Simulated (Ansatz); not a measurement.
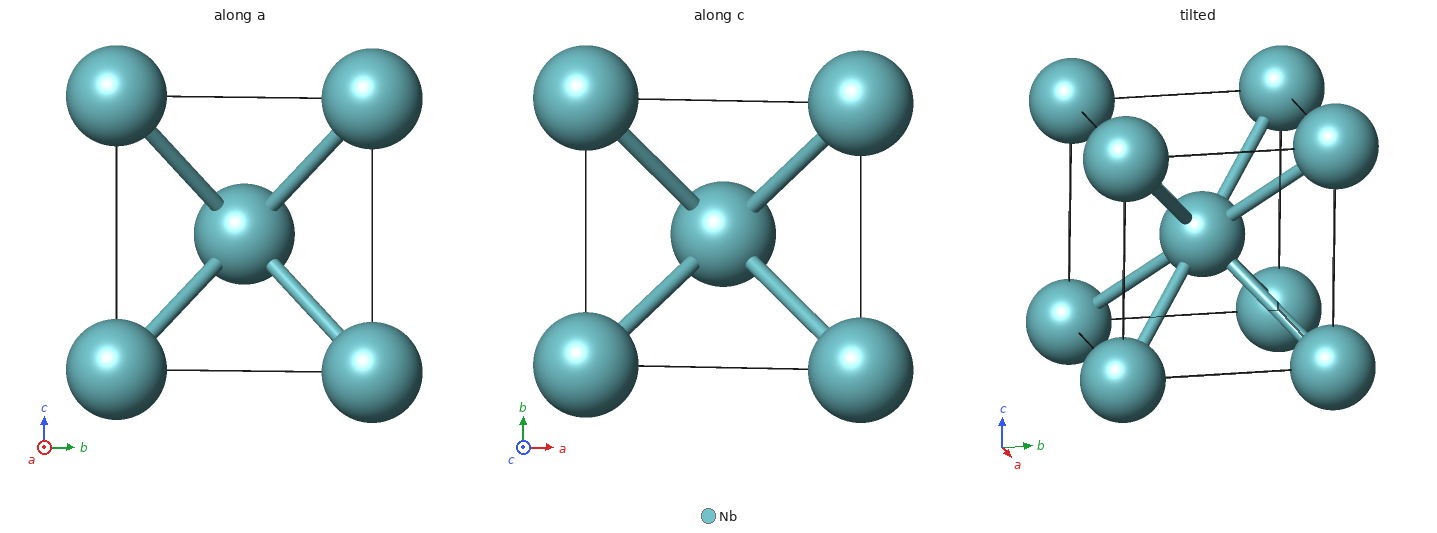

A ball-and-stick rendering, viewed along the a axis, along the c axis and slightly off an axis. The lines enclose the drawn cell (a repeat of the simulation cell); boundary atoms appear with their images.

Describe the arrangement of the atoms.

The element is niobium. Strictly the space group is P-1 (No. 2, within 0.01 Å). It is a distorted form of a body-centred cubic structure, space group Im-3m (No. 229) within 0.45 Å: body-centred cubic (W type). The cell holds two atoms.

Origin of the cell: a structure listed in the Materials Project. Earlier steps of the study may have refined or changed the cell and positions. It went into a calculation with Ansatz.

At this level of theory the cell isn't at rest (stretched, at -8 GPa), so its distances can differ from those at equilibrium, the more so the softer the solid.
